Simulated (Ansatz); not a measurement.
Single-point calculation, with input and output: Cu

Cu (I4/mmm, 1 atom in the cell), computed with DFT PBE, scalar-relativistic, plane waves, PAW, no spin polarisation (Ansatz 0.2.0).

The structure derives from a Materials Project entry. Figures and captions count atoms from 1; the log counts them from 0 in places.

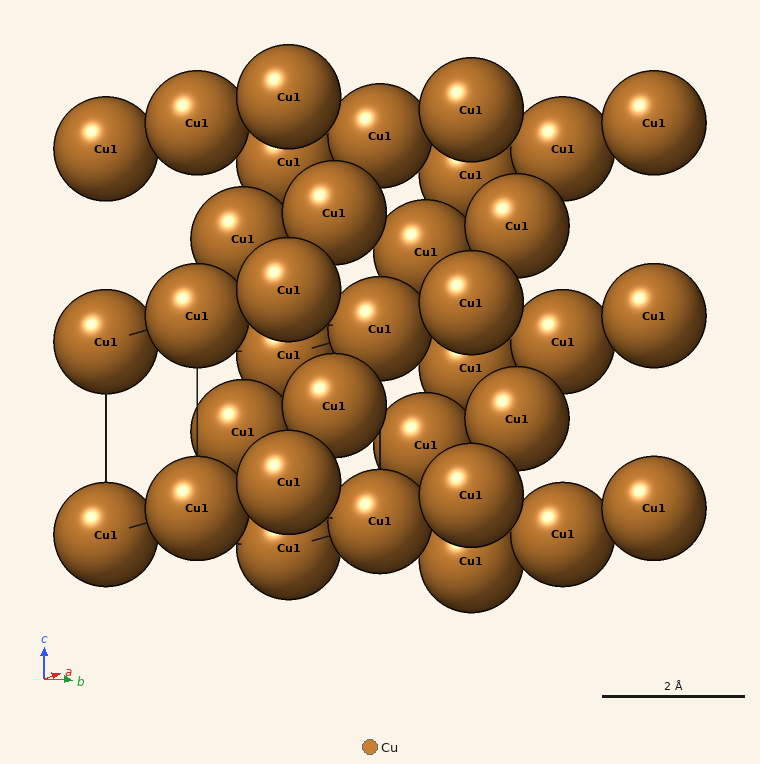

**Figure 1.** The input geometry (spheres-only view of the cell 2 times as large as that of the calculation, set on its symmetry axes, repeated 2 × 2 × 2, seen at an oblique angle; atoms are numbered from 1 in the order of the input).

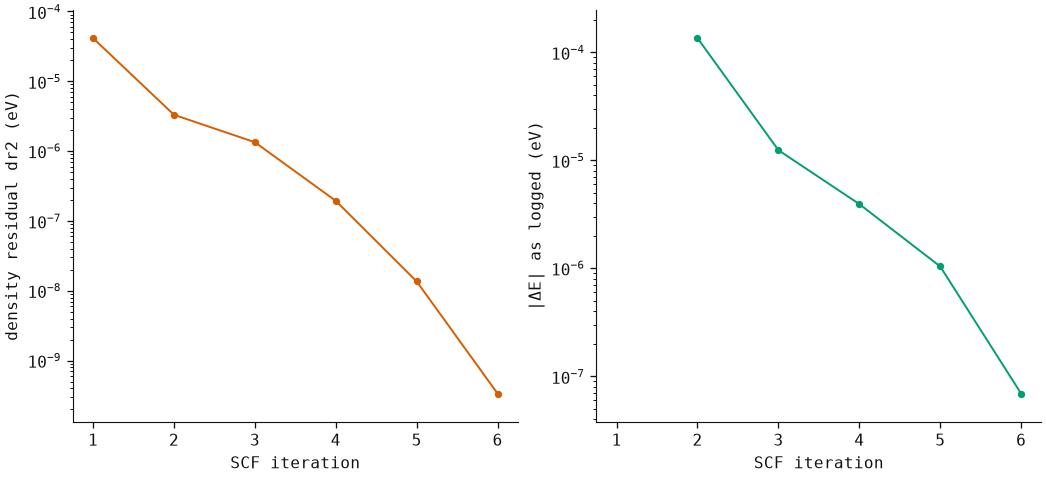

**Figure 2.** Convergence of the self-consistent field: density residual dr2 and size of the energy change against the SCF iteration. The residual falls at every step.

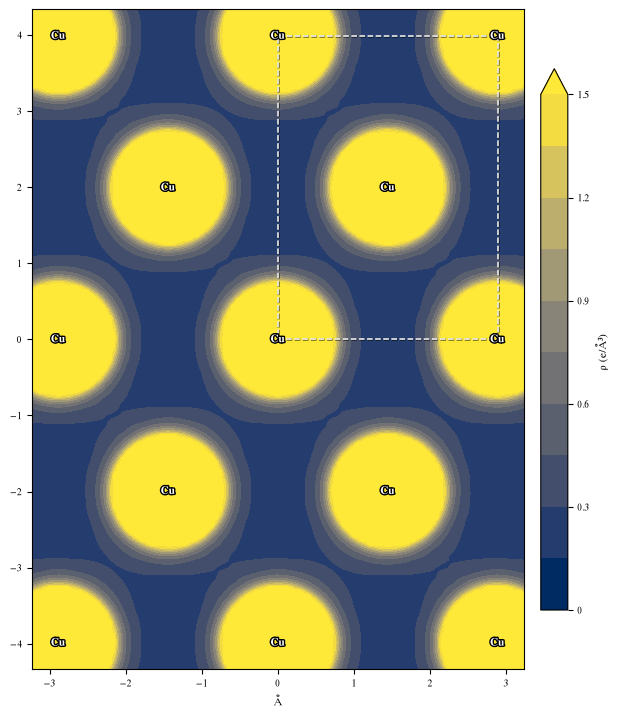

**Figure 3.** Valence pseudo-density on the (101̄) plane of the conventional cell. The plane passes through Cu nuclei. Cu–Cu (2.46 Å): ρ is about 0.29 e/Å³ halfway. Away from the nuclei the density in this plane falls to 0.2 e/Å³ at its lowest. The fields are those of the smooth PAW valence density.

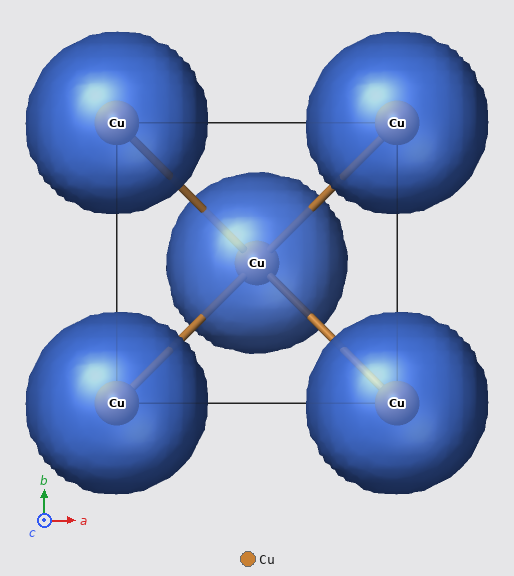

**Figure 4.** Isosurface of the valence electron density at 0.5 e/Å³ (blue), seen along the c axis. Sticks mark near contacts. The outline is the cell set on symmetry axes. At this value the density breaks into separate islands; it holds about 90 % of the electrons treated as valence (semicore included). It is pinched off along the Cu–Cu (2.46 Å) and Cu–Cu (2.75 Å) contacts. On the grid the lowest density along these lines, outside the cores, is 0.29 e/Å³ (Cu–Cu, 2.46 Å) and 0.23 e/Å³ (Cu–Cu, 2.75 Å).

The input and output of the run follow.

## Input
```yaml
crystal:
  lattice:
    - [-1.44279332, 1.44279332, 1.37608145]
    - [1.44279332, -1.44279332, 1.37608145]
    - [1.44279332, 1.44279332, -1.37608145]
  atoms:
    - { symbol: Cu, position: [0.0, 0.0, 0.0] }
basis:
  ecutwfc: 420
  fft_grid_basis: typed
kpoints:
  mp_grid: { grid: [16, 16, 16] }
hamiltonian:
  xc: pbe
scf:
  occupations: { method: gaussian, width: 0.05 }
output:
  forces: true
  stress: true
  eigenvalues: true
  bader: true
  write_density: true
  volumetric_format: npy
  elf: true
```

Command:
```bash
ansatz run input.yaml --threads 1 --pin off --max-ram 2560MiB --backend cpu --events-out ev --progress --plain --runs-dir out
```

## Log
```
Engine: ansatz 0.2.0, aarch64-unknown-linux-gnu
Pseudopotentials: kind: paw
Pseudopotential: Cu, paw, valence charge 19, recommended cutoff 420 eV (normal), Cu.paw.azcp
Functional definition: PBE
  parameter kappa = 0.804
  parameter beta = 0.06672455060314922
  exchange = pbe_x(kappa = kappa, mu = beta*pi^2/3)
  correlation = pbe_c(beta = beta)
Crystal: 1 atoms, lattice volume = 11.458 Å³
Basis set: ecut = 420 eV, 225 PW (Γ), exchange–correlation on 36×36×36 points (8 copies of the dense FFT grid, shifted against one another)
Bands: 14, of which v1, the nominal top of the filled ones, is band 10 counted from 1 (9 counted from 0)
Symmetry: 16 space group operations
Space group: I4/mmm (ITA 139), of the structure as read, at distance tolerance 2.3e-5 Å
k-points: 349 of 4096
Non-local potential: Cu, projectors of the file, l = 0: 3, l = 1: 2, l = 2: 3, l = 3: 1
PAW form: soft (Blöchl's): semilocal exchange-correlation on the pseudo side does not see the compensation charge
PAW one-centre angular grid: Cu, 590 points (default); XC on 64 Gauss nodes
Initial density: superposition of atomic densities (neutral atoms: chi_scale 0, normalization atom), corrected by the library's trained network
Initial wavefunctions: pseudopotential atomic-orbital guess
Functional: x = pbe(κ = 0.804, μ = 0.2195149727645171), c = pbe(β = 0.06672455060314922)
SCF iter   1: F=—  HF=-6625.121389 eV  |F-HF|=—  |Δ(HF+E_count)|=         —  Δρ=1.11e-3  dr2=4.15e-5  ethr=1.77e-3  ⟨swp⟩=5.4  Hψ=24739  notcnv=0
preconditioner: auto → none  [metal: Δε(μ)=0.010 eV  Ē_g=17.582 eV  σ=0.050 eV  W_gap=0.12  n_scr=0 (ndim 8)  ℏωp=36.4 eV  f_vac=0.000  D(μ)=0.61/eV (n_scr^D=4)]
SCF iter   2: F=—  HF=-6625.121524 eV  |F-HF|=—  |Δ(HF+E_count)|=   1.35e-4  Δρ=4.19e-4  dr2=3.31e-6  ethr=2.19e-7  ⟨swp⟩=2.4  Hψ=11525  notcnv=0
SCF iter   3: F=—  HF=-6625.121537 eV  |F-HF|=—  |Δ(HF+E_count)|=   1.24e-5  Δρ=2.47e-4  dr2=1.34e-6  ethr=1.74e-8  ⟨swp⟩=2.0  Hψ=6660  notcnv=0
SCF iter   4: F=—  HF=-6625.121541 eV  |F-HF|=—  |Δ(HF+E_count)|=   3.93e-6  Δρ=1.06e-4  dr2=1.94e-7  ethr=7.05e-9  ⟨swp⟩=1.9  Hψ=5524  notcnv=0
iter 5 did not close the SCF: its close was put off for the readings that it lacked (scf_convergence_deferred on its scf_iter line)
SCF iter   5: F=-6625.121542 eV  HF=-6625.121542 eV  |F-HF|=6.56e-8  |Δ(HF+E_count)|=   1.04e-6  Δρ=2.79e-5  dr2=1.36e-8  ethr=1.02e-9  ⟨swp⟩=2.0  Hψ=6625  notcnv=0
SCF iter   6: F=-6625.121542 eV  HF=-6625.121542 eV  |F-HF|=1.33e-9  |Δ(HF+E_count)|=   6.93e-8  Δρ=4.35e-6  dr2=3.37e-10  ethr=7.14e-11  ⟨swp⟩=3.0  Hψ=17364  notcnv=0
SCF 1 converged in 6 iterations: F = -6625.121542 eV  dr2 = 3.37e-10
  greatest PAW one-centre occupation: 1.000 electrons in one spin orbital (limit 2), on the Cu atom at site 0 (counted from 0), in its partial waves of l = 0
SCF converged after 6 iterations
Free energy (F): -6625.121542 eV
Harris-Foulkes:  -6625.121542 eV  (|F-HF|=1.33e-9)
Internal energy: -6625.120783 eV  (E = F + TS)
E sigma→0 (E₀):  -6625.121162 eV
Entropy (-TS):   -0.000759 eV (-0.759 meV/atom)
Fermi energy:    17.464440 eV
--- Per-component energies (eV) ---
  E_band       = -348.478172
  E_kinetic    = 300.352312
  E_local      = -3994.126027  (includes V_loc(G=0)·N_el)
  E_nonlocal   = 389.494341
  E_hartree    = 1761.409665
  E_xc         = -89.858525
  E_vxc        = -115.984195  (∫ρ·V_xc dr)
  E_paw        = -1662.458176  (= ΣΔE_a)
  E_vpaw       = -451.034241  (= ΣTr[D̂ρ^β])
  E_aug_tail   = 0.000278  (compensation charges beyond the density's cutoff)
  E_ewald      = -3329.934651
  E_smearing   = -0.000759  (= −TS)
  E_closure    = -0.000000  (closes the sum)
  Σ components = -6625.121542   (vs F -6625.121542, Δ=0.00e0)
--- Forces (eV/Å), atoms counted from 1 ---
  atom   1  Cu     0.00000000     0.00000000     0.00000000
  max |Σ_I F_I| component: 3.94e-31 eV/Å
--- Stress (GPa, compression-positive) ---
        7.199645       0.000000       0.000000
        0.000000       7.199645       0.000000
        0.000000       0.000000       7.363072
  P = ⅓ Tr σ = 7.2541 GPa (72.541 kbar)
--- Band table (eV; the first three rows and the last of 349) ---
  k-point 0: bands = ["-95.2308", "-52.5340", "-52.5313", "-52.5313", "7.7908", "14.1225", "14.3204", "14.3204", "15.2031", "15.4113", "42.3067", "42.3067", "43.5668", "46.0559"]
  k-point 1: bands = ["-95.2301", "-52.5361", "-52.5355", "-52.5311", "7.9401", "14.1250", "14.2944", "14.3790", "15.1735", "15.4083", "40.3986", "42.2193", "43.1936", "44.7269"]
  k-point 2: bands = ["-95.2283", "-52.5498", "-52.5400", "-52.5307", "8.3812", "14.1252", "14.2208", "14.5486", "15.1031", "15.4008", "37.1501", "41.4101", "42.4355", "43.2337"]
  k-point 348: bands = ["-95.1997", "-52.6295", "-52.6295", "-52.6204", "12.6014", "12.6509", "15.8973", "15.8973", "15.9482", "25.1180", "25.1180", "26.9590", "30.7938", "31.4193"]
--- Bader charges: 1 site ---
  site symbol  charge [e]  shift [e]
     0     Cu      0.0000     0.0000
  estimated error of the sums over rays = 2.8e-7 e
```

## Key numbers

```json
{"quantity": "outcome", "value": "converged"}
{"quantity": "space group (tolerance 0.01 Å)", "value": "I4/mmm (139)"}
{"quantity": "electrons treated", "value": "19"}
{"quantity": "free energy", "value": "−6625.1215 eV"}
{"quantity": "Fermi energy", "value": "17.464 eV"}
{"quantity": "gap on the k-point mesh", "value": "none (metallic)"}
{"quantity": "pressure", "value": "7.25 GPa"}
{"quantity": "largest force (length of the vector)", "value": "under 0.001 eV/Å"}
{"quantity": "hardware", "value": "1 thread of Arm Neoverse N1, 16 GiB of memory available, shared host"}
{"quantity": "wall time", "value": "20 s"}
{"quantity": "peak memory", "value": "0.34 GiB"}
```

The cell is under a pressure of 7.3 GPa at this level, so it is not at its equilibrium volume.
